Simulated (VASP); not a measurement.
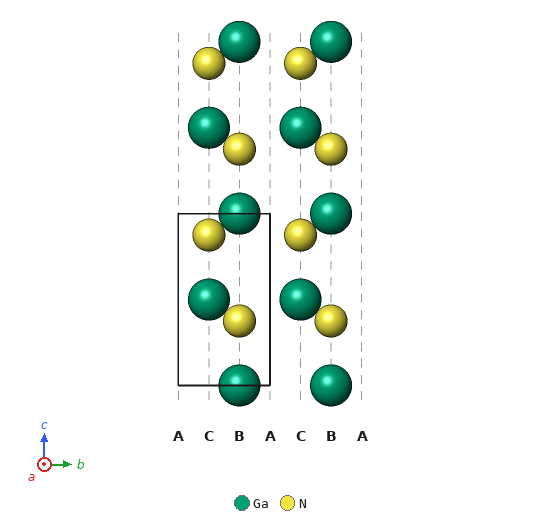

Projection along an edge of the hexagonal mesh, stacking direction c upwards. The dashed lines mark the three columns A (0, 0), B (1/3, 2/3) and C (2/3, 1/3). The sequence starts with the first layer at or above the cell's origin.

System GaN; source of the atomic positions: an entry of the Crystallography Open Database, as set up for an electronic-structure calculation.

**Give the sequence of layers in one repeat, with element and column.**

Ga(B) – N(B) – Ga(C) – N(C) (four layers in 5.17 Å).

**How are the N layers alone stacked?**

N layers alone: BC, the hexagonal close-packed type.

**Which positions between or in the N layers do the other atoms fill?**

Ga: two tetrahedral sites, counted in one hexagonal cell.

**What short polytype symbol fits?**

Polytype symbol 2H, the symbol of a tetrahedral polytype (number of double layers in the repeat and lattice).
